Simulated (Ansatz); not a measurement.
```cif
data_structure
_symmetry_space_group_name_H-M 'P 1'
_symmetry_Int_Tables_number 1
_cell_length_a 3.9839
_cell_length_b 3.9839
_cell_length_c 4.7714
_cell_angle_alpha 90.000
_cell_angle_beta 90.000
_cell_angle_gamma 120.000
_cell_volume 65.58
loop_
_atom_site_label
_atom_site_type_symbol
_atom_site_fract_x
_atom_site_fract_y
_atom_site_fract_z
_atom_site_occupancy
Ca1 Ca 0.33333 0.66667 0.25000 1
Ca2 Ca 0.66667 0.33333 0.75000 1
O1 O 0.66667 0.33333 0.25000 1
O2 O 0.33333 0.66667 0.75000 1
```

Space group P6₃/mmc; started from the h-MgO (five-fold) prototype, which need not be the ambient phase.

Method: DFT, HSE06, plane waves, PAW (Ansatz).

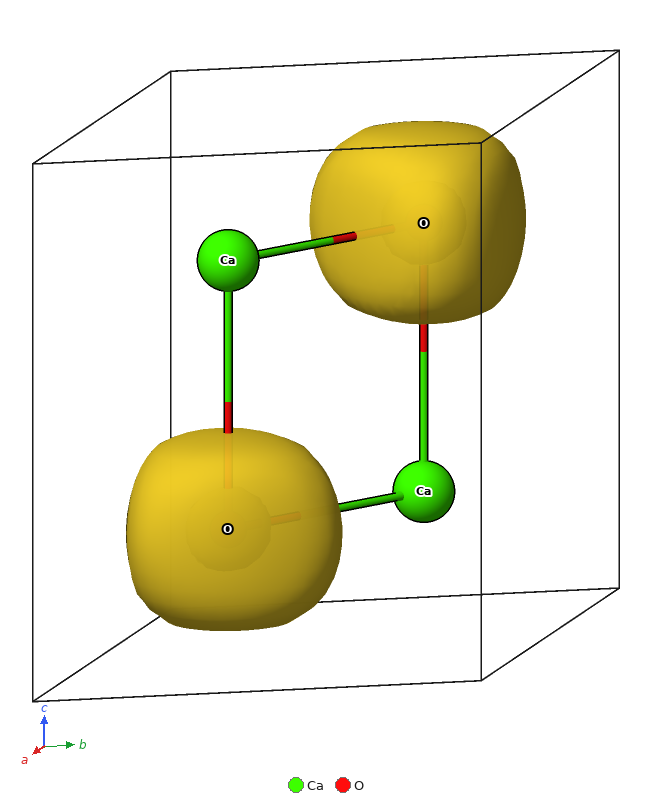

CaO. Isosurface of the ELF at 0.7 (yellow), seen slightly off an axis. Only the valence region is drawn (cores and ρ < 0.01 e/Å³ removed). Sticks mark near contacts.

What do the ELF domains correspond to?

Answer. The ELF exceeds this value in two regions wrapped around O (the valence shell of each), counted in one cell of 4 atoms. Regions shared between cells count once. Profiles from the grid: Ca–O (2.30 Å): the ELF peaks at about 0.85 in the valence shell of O, 0.7 Å from its nucleus, and drops to about 0.10 between the two atoms; an ionic contact with no shared pair. Ca–O (2.39 Å): the ELF peaks at about 0.85 in the valence shell of O, 0.7 Å from its nucleus, and is about 0.05 at the midpoint: an ionic contact with no shared pair.

Does the calculation make it a metal, or give it a gap?

Answer. It is gapped, with a Kohn–Sham gap of 4.6 eV on the k-point mesh, an upper bound to the gap of this method.
